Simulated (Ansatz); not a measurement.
## A series of single points on W

System: W (2 atoms in the cell).
Method: DFT LDA, scalar-relativistic, plane waves, PAW, PAW set soft_1, no spin polarisation (Ansatz 0.2.0).

The 5 runs differ only in the geometry, by a shift of atoms along one path in a fixed cell. The shift s is measured from run 3: W1 moves along the Cartesian direction (0.00, −1.00, 0.00), and W2 with it in fixed proportion. The structure derives from an entry of the Crystallography Open Database.

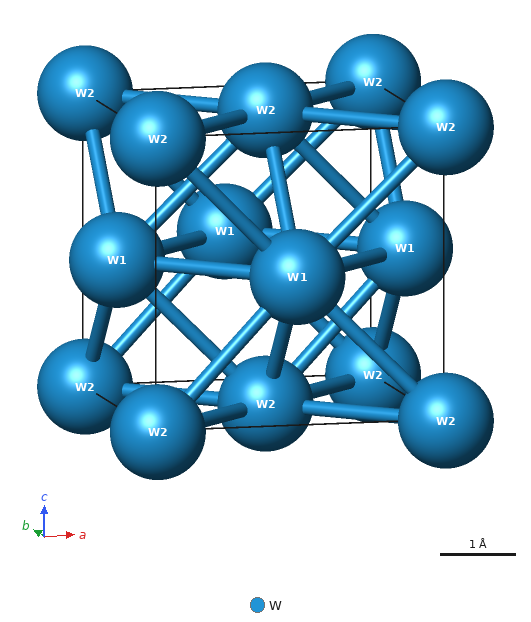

Figure 1. The structure of run 3 (ball-and-stick view of the cell 2 times as large as that of the calculation, set on its symmetry axes, seen slightly off an axis; atoms are numbered from 1 in the order of the input). An atom can appear more than once, as a periodic image.

### Input of run 3
```yaml
crystal:
  lattice:
    - [0.0, -1.9864787844, -1.9864787844]
    - [0.0, 1.9864787844, -1.9864787844]
    - [3.9729575688, 0.0, 0.0]
  atoms:
    - { symbol: W, position: [0.5305062407, 0.4694937593, 0.5] }
    - { symbol: W, position: [-0.0305062407, 0.0305062407, 0.0] }
basis:
  ecutwfc: 420
kpoints:
  mp_grid: { grid: [16, 16, 12] }
hamiltonian:
  xc: lda
  pseudopotentials: { kind: paw, azcp: { folder: soft_1 } }
scf:
  occupations: { method: gaussian, width: 0.15 }
output:
  forces: true
  stress: true
  eigenvalues: true
```

Command:
```bash
ansatz run input.yaml --threads 2 --pin off --max-ram 4096MiB --backend cpu --events-out ev --progress --plain --runs-dir out
```

Lattice vectors (Å) and fractional positions of run 3:
```
   0.000000   -1.986479   -1.986479
   0.000000    1.986479   -1.986479
   3.972958    0.000000    0.000000
W   0.530506  0.469494  0.500000
W  -0.030506  0.030506  0.000000
```

Run 2 differs from it as follows:
```diff
-    - { symbol: W, position: [0.5305062407, 0.4694937593, 0.5] }
-    - { symbol: W, position: [-0.0305062407, 0.0305062407, 0.0] }
+    - { symbol: W, position: [0.5203374938, 0.4796625062, 0.5] }
+    - { symbol: W, position: [-0.0203374938, 0.0203374938, 0.0] }
```

### Results, with one run withheld

```csv
run,shift s of W1 (Å),"free energy per atom, from the lowest run given (meV)",pressure (GPa),force along the path (eV/Å)
1,−0.0808,0.00,0.33,−0.596
2,−0.0404,?,?,?
3,0.0000,47.85,3.42,−1.776
4,0.0404,89.80,6.13,−2.397
5,0.0808,146.29,9.58,−3.250
```

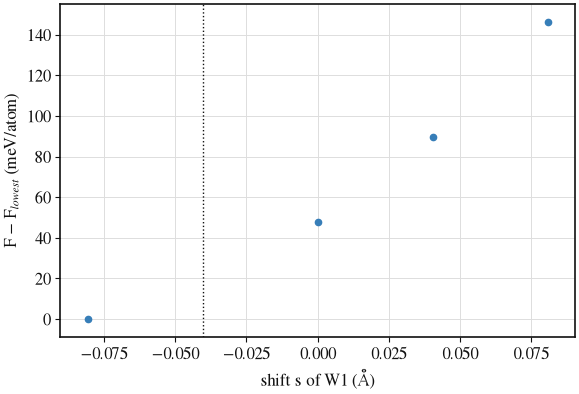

Figure 2. Free energy per atom of the runs given; the dotted line marks run 2.

Estimate the energy of run 2 from the others.

A quadratic polynomial in the coordinate, fitted to the 4 runs given, misses them by at most 0.55 meV per atom. With x = s − 0.0101, it reads F = 56.964 + 982.89 x + 3927.2 x² (meV per atom). At run 2 it gives 17.34 meV per atom, and the run itself gives 17.97. The slope of the fit gives a force −dF/ds of −1.172 eV/Å along the path (summed over the atoms that move), and the printed forces give −1.182 eV/Å. The fit has no minimum inside this range. The fit misses that run by 0.63 meV per atom.

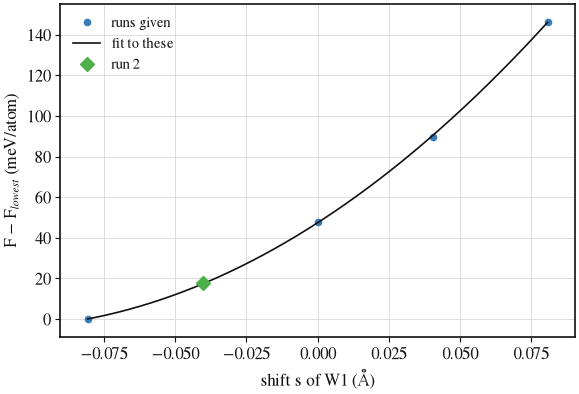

Figure 3. The fit and the withheld run.

### Output, shortened to warnings, some set-up lines, iterations and results (run 2)
```
Warning: [file] the record states the generating functional pbe (its physics header spells it `PBE`), which answers neither for hamiltonian.xc's functional nor for the lda family's — results may be inconsistent (PPs are generated against a specific XC)
Basis set: ecut = 420 eV, 633 PW (Γ)
Symmetry: 8 space group operations
k-points: 511 of 3072
Initial density: superposition of atomic densities (chi_scale 0.1, normalization cell)
[...]
SCF iter   1: F=—  HF=-20260.716050 eV  |F-HF|=—  |Δ(HF+E_count)|=         —  Δρ=5.55e-2  dr2=8.68e-1  ethr=3.10e-3  ⟨swp⟩=4.9  Hψ=36468  notcnv=0
SCF iter   2: F=—  HF=-20260.477794 eV  |F-HF|=—  |Δ(HF+E_count)|=   2.38e-1  Δρ=3.35e-2  dr2=3.13e-1  ethr=3.10e-3  ⟨swp⟩=2.0  Hψ=15119  notcnv=0  defer=36
SCF iter   3: F=—  HF=-20260.347826 eV  |F-HF|=—  |Δ(HF+E_count)|=   1.30e-1  Δρ=1.38e-3  dr2=3.43e-4  ethr=1.12e-3  ⟨swp⟩=2.9  Hψ=16925  notcnv=0  defer=36
SCF iter   4: F=—  HF=-20260.348039 eV  |F-HF|=—  |Δ(HF+E_count)|=   2.13e-4  Δρ=5.62e-4  dr2=1.61e-4  ethr=1.22e-6  ⟨swp⟩=2.0  Hψ=14920  notcnv=0  defer=36
SCF iter   5: F=—  HF=-20260.347977 eV  |F-HF|=—  |Δ(HF+E_count)|=   6.13e-5  Δρ=5.57e-5  dr2=2.59e-7  ethr=5.75e-7  ⟨swp⟩=2.1  Hψ=13814  notcnv=0  defer=36
SCF iter   6: F=—  HF=-20260.347976 eV  |F-HF|=—  |Δ(HF+E_count)|=   1.67e-6  Δρ=1.16e-5  dr2=1.09e-8  ethr=3.57e-10  ⟨swp⟩=5.2  Hψ=39339  notcnv=0
SCF iter   7: F=-20260.347976 eV  HF=-20260.347976 eV  |F-HF|=2.91e-11  |Δ(HF+E_count)|=   3.48e-9  Δρ=8.96e-7  dr2=8.23e-11  ethr=3.90e-11  ⟨swp⟩=2.0  Hψ=25546  notcnv=0
SCF 1 converged in 7 iterations: F = -20260.347976 eV  dr2 = 8.23e-11
SCF converged after 7 iterations
Free energy (F): -20260.347976 eV
Harris-Foulkes:  -20260.347976 eV  (|F-HF|=2.91e-11)
Internal energy: -20260.323205 eV  (E = F + TS)
E sigma→0 (E₀):  -20260.335590 eV
Entropy (-TS):   -0.024770 eV (-12.385 meV/atom)
Fermi energy:    21.864976 eV
--- Per-component energies (eV) ---
  E_band       = -167.219200
  E_kinetic    = 848.132424
  E_local      = -1090.239024  (includes V_loc(G=0)·N_el)
  E_nonlocal   = -38.702180
  E_hartree    = 456.795964
  E_xc         = -532.637391
  E_vxc        = -464.117070  (∫ρ·V_xc dr)
  E_paw        = -16649.595120  (= ΣΔE_a)
  E_vpaw       = -335.885693  (= ΣTr[D̂ρ^β])
  E_aug_tail   = 0.000298  (compensation charges beyond the density's cutoff)
  E_ewald      = -3254.644674
  E_core_change = 0.566499  (= ΣΔE_core)
  E_smearing   = -0.024770  (= −TS)
  E_closure    = 0.000000  (closes the sum)
  Σ components = -20260.347976   (vs F -20260.347976, Δ=0.00e0)
--- Forces (eV/Å), atoms counted from 1 ---
  atom   1  W      0.00000000     0.59119190     0.00000000
  atom   2  W      0.00000000    -0.59119190     0.00000000
  max |Σ_I F_I| component: 0.00e0 eV/Å
--- Stress (GPa, compression-positive) ---
        3.010973       0.000000       0.000000
        0.000000      -1.045588       0.000000
        0.000000       0.000000       2.551392
  P = ⅓ Tr σ = 1.5056 GPa (15.056 kbar)
```

Warnings of the run: the PAW datasets were made with another functional. Spin–orbit coupling is left out, which matters for W.
